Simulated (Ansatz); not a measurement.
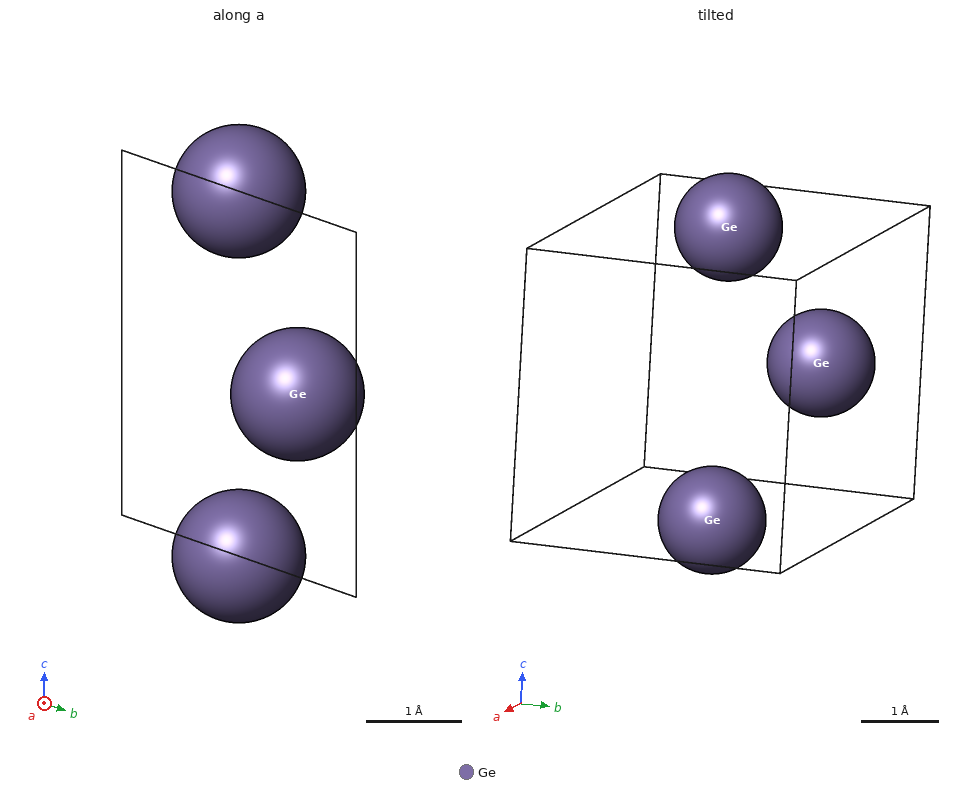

Drawn in the spheres-only manner and seen along the a axis and slightly off an axis. The simulation cell is outlined; an atom on or near a face, edge or corner is repeated at each equivalent position.

The program read this input:
```yaml
crystal:
  lattice:
    - [-2.5525377865, 2.5630127536, 1.377439679]
    - [2.5734877207, -2.5630127536, 1.4158848704]
    - [2.5525377865, 2.5630127536, -1.377439679]
  atoms:
    - { symbol: Ge, position: [0.25, 0.75, 0.5] }
    - { symbol: Ge, position: [0.5, 0.5, 0.0] }
basis:
  ecutwfc: 420
kpoints:
  mp_grid: { grid: [24, 24, 24] }
hamiltonian:
  xc: pbesol
scf:
  occupations: { method: gaussian, width: 0.15 }
output:
  forces: true
  stress: true
  eigenvalues: true
```
Run as:
```sh
ansatz run input.yaml --threads 1 --pin off --max-ram 2560MiB --backend cpu --events-out ev --progress --plain --runs-dir out
```

Calculation details: DFT PBEsol, scalar-relativistic, plane waves, PAW in Ansatz; wavefunction cutoff 420 eV, a 24×24×24 grid in reciprocal space, Gaussian smearing of 0.15 eV, no spin polarisation.

**What is the electronic character?**

A metal: bands cross the Fermi level.

**Give the pressure and its sign.**

The computed pressure is 0.0 GPa, close to zero. The stress isn't hydrostatic: its largest component is 0.7 GPa.

Origin of the cell: a structure listed in the Materials Project. The cell was then strained or its atoms displaced on purpose. It was the input of a calculation with Ansatz.
